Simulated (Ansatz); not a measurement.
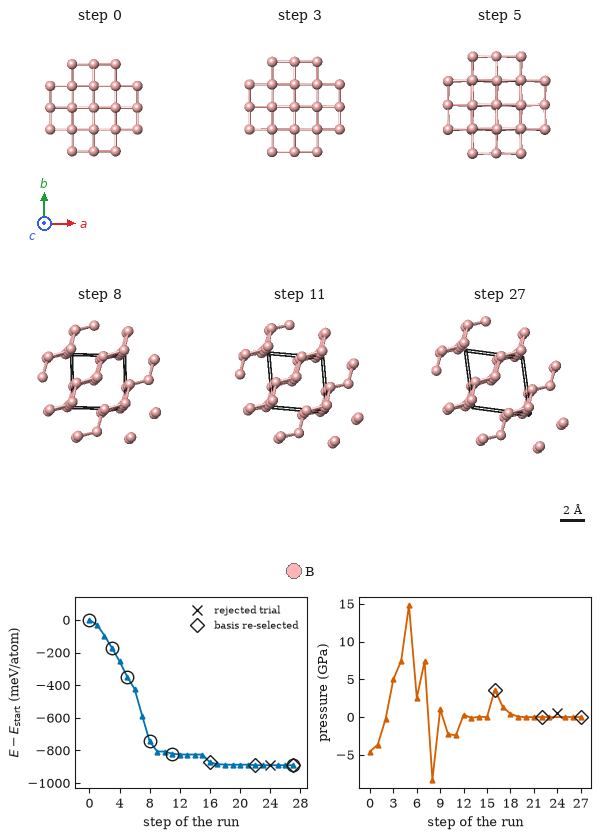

Frames of a relaxation of crystalline B (a generated structure, set up in I4_1/amd), marked on the history of the run. Style: ball-and-stick. Shown: the conventional cell (2 times the calculation's cell), along the c axis. Lengths and directions refer to the drawn axes.

Phase: beta-Sn type.

All numbers below come from DFT, PBE, plane waves (420 eV) with PAW, scalar-relativistic (Ansatz 0.2.0). Set-up: plane-wave cutoff 420 eV; k-point mesh 17 × 17 × 12; occupations fermi dirac; smearing width 0.1 eV; no spin polarisation; cell and atoms relaxed; force threshold 0.01 eV/Å; at most 60 steps.

**What happens along the run?**

The largest moves relative to the cell, 0.54 Å, are those of B atoms. Cell: a = b 3.694 → 4.880 Å (+32.1 %), c 2.017 → 1.625 Å (−19.4 %), α 90.0° → 80.4°, β 90.0° → 80.4°, γ 90.0° → 104.8°. Volume +30.8 %. Among the contacts that change: B–B 1.915 → 3.334 Å, B–B 2.388 → 1.856 Å, B–B 2.017 → 1.625 Å, B–B 1.915 → 1.856 Å. Bond angles that change, for instance: B–B–B 94.0° → 125.1°, B–B–B 74.7° → 64.0°, B–B–B 105.3° → 116.0°. The space group (tolerance 0.01 Å) goes from I4_1/amd (No. 141) to Cmcm (No. 63). After 23 accepted moves (27 points after the start) the energy has fallen by 890 meV per atom. The largest force component goes from 0.0018 to 0.0002 eV/Å. Pressure: −4.56 GPa at the start and 0.00 GPa at the end. The line search rejected the trial step at point 24 of the run. At 3 points the geometry stayed and the basis and grid were re-selected for the new cell (energy shift of 48.2 meV per atom at most each time). From step 0 to 3: volume −6.2 %, energy −172 meV per atom. From step 3 to 5: B atoms move most (0.02 Å), volume +4.2 %, energy −175 meV per atom. From step 5 to 8: B atoms move most (0.34 Å), volume +20.0 %, energy −397 meV per atom. From step 8 to 11: B atoms move most (0.03 Å), volume +1.3 %, energy −76.1 meV per atom. From step 11 to 27: B atoms move most (0.06 Å), volume +10.0 %, energy −70.3 meV per atom.
